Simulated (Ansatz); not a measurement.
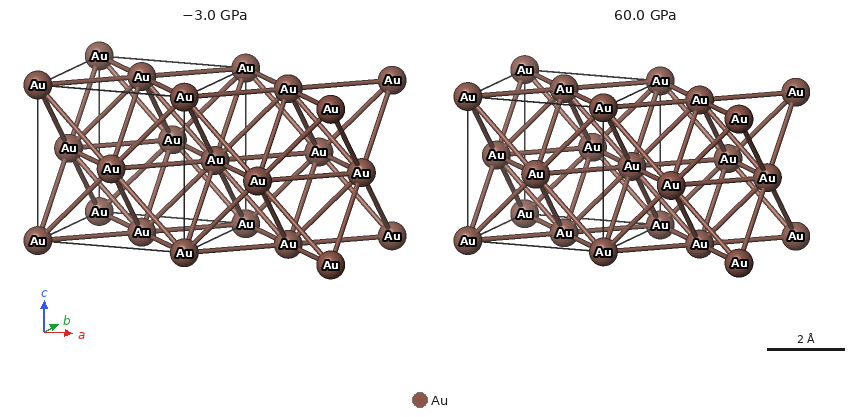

A crystal of Au (set up in Fm-3m), relaxed (cell and atoms) at several target pressures. The picture shows the first and the last member. The picture is a ball-and-stick view of the conventional cell (4 times the calculation's cell), repeated 2 × 1 × 1 with one cell outlined, seen slightly off an axis. Lengths and directions refer to the drawn axes.

Computed with Ansatz 0.2.0: DFT r2SCAN, scalar-relativistic, plane waves, PAW. Set-up: plane-wave cutoff 500 eV; k-point mesh 18 × 18 × 18; occupations gaussian; smearing width 0.1 eV; no spin polarisation; cell and atoms relaxed; force threshold 0.008 eV/Å.

```csv
pressure (GPa),volume (Å³/atom),a (Å)
−3.0,17.906,4.153
0.0,17.539,4.124
3.0,17.220,4.099
8.0,16.766,4.063
15.0,16.239,4.020
30.0,?,?
60.0,14.205,3.844
```

Estimate the missing row from the others, and compare with the calculation.

Murnaghan's form V = V₀(1 + B′P/B₀)^(−1/B′), with V₀ = 17.539 Å³ from the row at zero pressure, fits the other rows with B₀ = 157 GPa and B′ = 5.16 (largest miss 0.011 Å³). At 30.0 GPa it gives 17.539 × (1 + 5.16 × 30.0/157)^(−1/5.16) = 15.355 Å³ per atom. The calculation gives 15.375 Å³/atom (a = 3.947 Å). The estimate is 0.020 Å³/atom too low. From the first member to the last: Au–Au 2.937 → 2.718 Å.

The whole series:

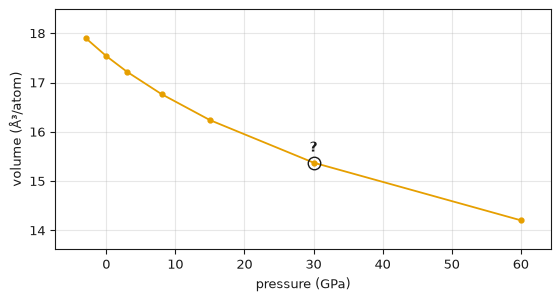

Each member starts from this one structure; whether another phase lies lower wasn't checked.
